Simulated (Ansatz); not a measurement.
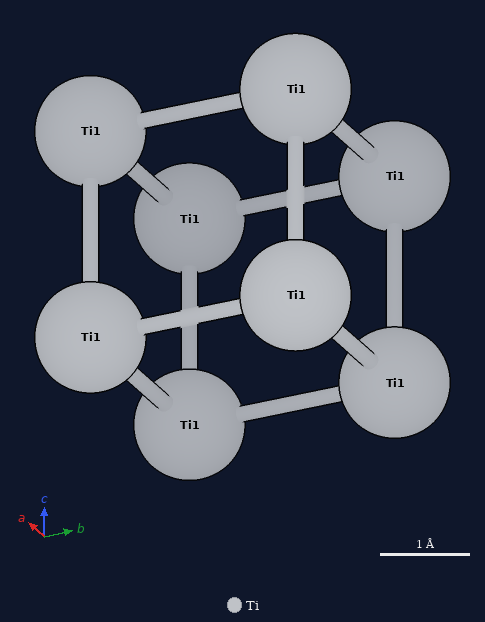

**Figure 1.** The input geometry of run 1 (ball-and-stick view of the cell of the calculation, seen at an oblique angle; atoms are numbered from 1 in the order of the input).

**Two runs on Ti**

System: Ti (Pm-3m, 1 atom in the cell).
Method of run 1: DFT, RPBE, plane waves (420 eV) with PAW, scalar-relativistic, no spin polarisation (Ansatz 0.2.0).

Text and figures count atoms from 1; the logs count them from 0 in places.

**The input, run 1**
```yaml
crystal:
  lattice:
    - [2.5660356555, 0.0, 0.0]
    - [0.0, 2.5660356555, 0.0]
    - [0.0, 0.0, 2.5660356555]
  atoms:
    - { symbol: Ti, position: [0.0, 0.0, 0.0] }
hamiltonian:
  xc: rpbe
  pseudopotentials:
    kind: paw
    azcp:
      Ti: "pseudopotentials/Ti.paw.azcp"
basis:
  ecutwfc: 420
  fft_grid_basis: typed
kpoints:
  mp_grid: { grid: [13, 13, 13], shift: [0, 0, 0] }
magnetization:
  spin_polarized: false
scf:
  occupations: { method: fermi_dirac, width: 0.1 }
  lower_state_search: "off"
output:
  stress: true
```

Hardware: 2 threads of an Arm (aarch64) CPU, shared host.

**Output, shortened to warnings, some set-up lines, iterations and results (run 1)**
```
Basis set: ecut = 420 eV, 341 PW (Γ)
Symmetry: 48 space group operations
k-points: 84 of 2197
Initial density: superposition of atomic densities (neutral atoms: chi_scale 0, normalization atom), corrected by the library's trained network
[...]
SCF iter   1: F=—  HF=-2503.158761 eV  |F-HF|=—  |Δ(HF+E_count)|=         —  Δρ=9.86e-3  dr2=1.51e-2  ethr=1.77e-3  ⟨swp⟩=4.7  Hψ=4639  notcnv=0
SCF iter   2: F=—  HF=-2503.155464 eV  |F-HF|=—  |Δ(HF+E_count)|=   3.30e-3  Δρ=4.09e-3  dr2=2.40e-3  ethr=1.26e-4  ⟨swp⟩=2.0  Hψ=1777  notcnv=0
SCF iter   3: F=—  HF=-2503.154991 eV  |F-HF|=—  |Δ(HF+E_count)|=   4.73e-4  Δρ=7.82e-4  dr2=5.85e-5  ethr=2.00e-5  ⟨swp⟩=2.1  Hψ=1018  notcnv=0
SCF iter   4: F=—  HF=-2503.155000 eV  |F-HF|=—  |Δ(HF+E_count)|=   8.99e-6  Δρ=1.09e-4  dr2=1.74e-6  ethr=4.88e-7  ⟨swp⟩=2.0  Hψ=1039  notcnv=0
SCF iter   5: F=-2503.155001 eV  HF=-2503.155001 eV  |F-HF|=4.32e-8  |Δ(HF+E_count)|=   7.01e-7  Δρ=2.15e-5  dr2=6.11e-8  ethr=1.45e-8  ⟨swp⟩=3.0  Hψ=1398  notcnv=0
SCF iter   6: F=-2503.155001 eV  HF=-2503.155001 eV  |F-HF|=6.45e-10  |Δ(HF+E_count)|=   1.29e-8  Δρ=2.48e-6  dr2=8.51e-10  ethr=5.09e-10  ⟨swp⟩=2.0  Hψ=2914  notcnv=0
SCF 1 converged in 6 iterations: F = -2503.155001 eV  dr2 = 8.51e-10
SCF converged after 6 iterations
Free energy (F): -2503.155001 eV
Harris-Foulkes:  -2503.155001 eV  (|F-HF|=6.45e-10)
Internal energy: -2503.085460 eV  (E = F + TS)
E sigma→0 (E₀):  -2503.120230 eV
Entropy (-TS):   -0.069541 eV (-69.541 meV/atom)
Fermi energy:    13.753848 eV
--- Per-component energies (eV) ---
  E_band       = -149.453349
  E_kinetic    = 276.198072
  E_local      = -842.205410  (includes V_loc(G=0)·N_el)
  E_nonlocal   = 9.544850
  E_hartree    = 351.355052
  E_xc         = -98.047114
  E_vxc        = -122.474865  (∫ρ·V_xc dr)
  E_paw        = -1053.504383  (= ΣΔE_a)
  E_vpaw       = -173.225182  (= ΣTr[D̂ρ^β])
  E_aug_tail   = 0.000151  (compensation charges beyond the density's cutoff)
  E_ewald      = -1146.374407
  E_core_change = -0.052270  (= ΣΔE_core)
  E_smearing   = -0.069541  (= −TS)
  E_closure    = 0.000000  (closes the sum)
  Σ components = -2503.155001   (vs F -2503.155001, Δ=0.00e0)
--- Stress (GPa, compression-positive) ---
       11.374303      -0.000000       0.000000
       -0.000000      11.374303       0.000000
        0.000000       0.000000      11.374303
  P = ⅓ Tr σ = 11.3743 GPa (113.743 kbar)
```

The input of run 2 differs as follows (lines with − go, lines with + come):
```diff
-    - [2.5660356555, 0.0, 0.0]
-    - [0.0, 2.5660356555, 0.0]
-    - [0.0, 0.0, 2.5660356555]
+    - [2.7808301931, 0.0, 0.0]
+    - [0.0, 2.7808301931, 0.0]
+    - [0.0, 0.0, 2.7808301931]
```

Predict how the results change.

With the same functional and potentials, run 2 lies 18.6 meV per atom lower. The pressure goes from 11.37 to −6.82 GPa. The volume per atom goes from 16.90 to 21.50 Å³. The number of SCF iterations is the same. The plane waves at Γ go from 341 to 437.

**Output, shortened to warnings, some set-up lines, iterations and results (run 2)**
```
Basis set: ecut = 420 eV, 437 PW (Γ)
Symmetry: 48 space group operations
k-points: 84 of 2197
Initial density: superposition of atomic densities (neutral atoms: chi_scale 0, normalization atom), corrected by the library's trained network
[...]
SCF iter   1: F=—  HF=-2503.173678 eV  |F-HF|=—  |Δ(HF+E_count)|=         —  Δρ=4.24e-3  dr2=2.97e-3  ethr=1.77e-3  ⟨swp⟩=4.6  Hψ=4614  notcnv=0
SCF iter   2: F=—  HF=-2503.173393 eV  |F-HF|=—  |Δ(HF+E_count)|=   2.86e-4  Δρ=1.62e-3  dr2=2.60e-4  ethr=2.48e-5  ⟨swp⟩=1.1  Hψ=1521  notcnv=0
SCF iter   3: F=—  HF=-2503.173587 eV  |F-HF|=—  |Δ(HF+E_count)|=   1.94e-4  Δρ=5.18e-4  dr2=2.08e-5  ethr=2.17e-6  ⟨swp⟩=2.0  Hψ=995  notcnv=0
SCF iter   4: F=—  HF=-2503.173616 eV  |F-HF|=—  |Δ(HF+E_count)|=   2.93e-5  Δρ=4.64e-5  dr2=3.88e-7  ethr=1.73e-7  ⟨swp⟩=2.0  Hψ=1036  notcnv=0
SCF iter   5: F=-2503.173616 eV  HF=-2503.173616 eV  |F-HF|=7.36e-9  |Δ(HF+E_count)|=   2.67e-7  Δρ=8.06e-6  dr2=1.01e-8  ethr=3.23e-9  ⟨swp⟩=2.2  Hψ=1278  notcnv=0
SCF iter   6: F=-2503.173616 eV  HF=-2503.173616 eV  |F-HF|=1.52e-10  |Δ(HF+E_count)|=   1.70e-9  Δρ=9.30e-7  dr2=1.96e-10  ethr=8.45e-11  ⟨swp⟩=2.0  Hψ=2664  notcnv=0
SCF 1 converged in 6 iterations: F = -2503.173616 eV  dr2 = 1.96e-10
SCF converged after 6 iterations
Free energy (F): -2503.173616 eV
Harris-Foulkes:  -2503.173616 eV  (|F-HF|=1.52e-10)
Internal energy: -2503.090001 eV  (E = F + TS)
E sigma→0 (E₀):  -2503.131809 eV
Entropy (-TS):   -0.083615 eV (-83.615 meV/atom)
Fermi energy:    10.252825 eV
--- Per-component energies (eV) ---
  E_band       = -193.506500
  E_kinetic    = 270.727458
  E_local      = -970.549345  (includes V_loc(G=0)·N_el)
  E_nonlocal   = 8.905033
  E_hartree    = 394.503777
  E_xc         = -96.263198
  E_vxc        = -119.985407  (∫ρ·V_xc dr)
  E_paw        = -1052.534461  (= ΣΔE_a)
  E_vpaw       = -171.611369  (= ΣTr[D̂ρ^β])
  E_aug_tail   = 0.000128  (compensation charges beyond the density's cutoff)
  E_ewald      = -1057.827123
  E_core_change = -0.052270  (= ΣΔE_core)
  E_smearing   = -0.083615  (= −TS)
  E_closure    = 0.000000  (closes the sum)
  Σ components = -2503.173616   (vs F -2503.173616, Δ=0.00e0)
--- Stress (GPa, compression-positive) ---
       -6.816522       0.000000      -0.000000
        0.000000      -6.816522       0.000000
        0.000000       0.000000      -6.816522
  P = ⅓ Tr σ = -6.8165 GPa (-68.165 kbar)
```

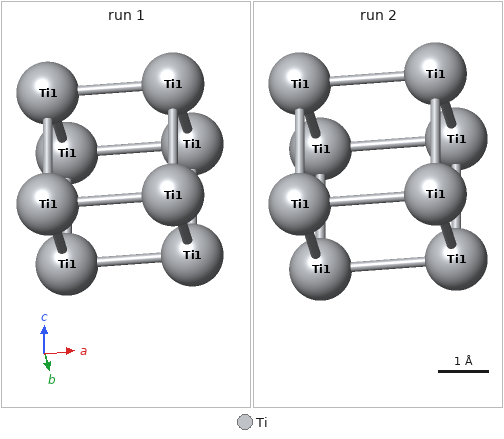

**Figure 2.** The two input geometries at one scale (ball-and-stick view of the cell of the calculation, seen at an oblique angle). The atoms keep their places relative to the cell (all moves are under 0.005 Å). Cell: a = b = c 2.566 → 2.781 Å (+8.4 %). Volume +27.3 %. Among the contacts that change: Ti1–Ti1 2.566 → 2.781 Å.

**The two runs side by side**

```csv
quantity,run 1,run 2
outcome,converged,converged
free energy per atom (eV),−2503.1550,−2503.1736
"energy per atom, smearing taken to zero (eV)",−2503.1202,−2503.1318
pressure (GPa),11.37,−6.82
volume per atom (Å³),16.90,21.50
SCF iterations,6,6
irreducible k-points,84,84
plane waves at Γ,341,437
wall time (shared host),0.62 s,0.63 s
```

For run 1: The cell is under a pressure of 11.4 GPa at this level, so it is not at its equilibrium volume. For run 2: The cell is under a tension of 6.8 GPa at this level, so it is not at its equilibrium volume.
